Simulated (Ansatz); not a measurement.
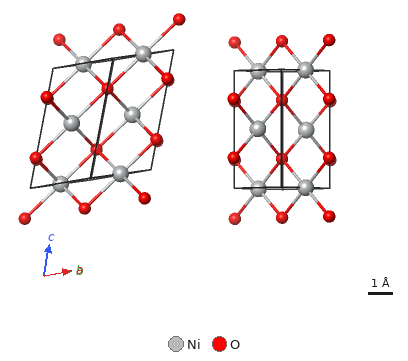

Two geometries of a crystal of NiO (a generated structure, set up in C2/c) (coarse preliminary run), drawn at one scale. One is the start of a relaxation, the other its converged end. A ball-and-stick model of the cell of the calculation, seen from a free direction.

Theory: DFT PBE+U, scalar-relativistic, plane waves, PAW (Ansatz 0.2.0). (plane-wave cutoff 420 eV; k-point mesh 8 × 8 × 4; occupations gaussian; smearing width 0.1 eV; U Ni 6.2 eV; collinear spin; cell and atoms relaxed; force threshold 0.05 eV/Å; at most 60 steps)

Which geometry has the lower energy?

Answer. The left one is the relaxed one. Case: Cu → Ni on all its sites, cell and atoms relaxed. The largest moves relative to the cell, 0.76 Å, are those of O atoms. Ni stays in place. The drawn cell changes as follows: a = b 2.887 → 3.018 Å (+4.5 %), c 5.040 → 5.228 Å (+3.7 %), α 90.1° → 73.2°, β 90.1° → 73.2°, γ 89.8° → 60.0°; the volume changes by −7.5 %. Near-neighbour distances that change, for instance: Ni–O 3.462 → 2.134 Å, Ni–O 1.916 → 2.134 Å. New bonds form, among them: Ni–O (3.46 → 2.13 Å). Bond angles that change, for instance: Ni–O–Ni 115.7° → 180.0°, Ni–O–Ni 115.9° → 90.0°, Ni–O–Ni 115.5° → 90.0°. Within 0.06 Å the space group is P4_2/mmc at the start and Fm-3m at the end; at a tighter tolerance small leftover displacements or strains of the cell lower it. Over 18 accepted moves (23 points after the start) the energy falls by 424 meV per atom. Largest force component: 0.29 eV/Å at the start, 0.00015 eV/Å at the end. Pressure: 25.75 GPa at the start and −0.01 GPa at the end. The line search rejected the trial step at point 15 of the run. At 4 points the geometry stayed and the basis and grid were re-selected for the new cell (energy shift of 55.7 meV per atom at most each time). The program noted that the starting moments weren't kept. The run may lie on a higher electronic state than the lowest, so the end point isn't shown to be the ground-state structure.
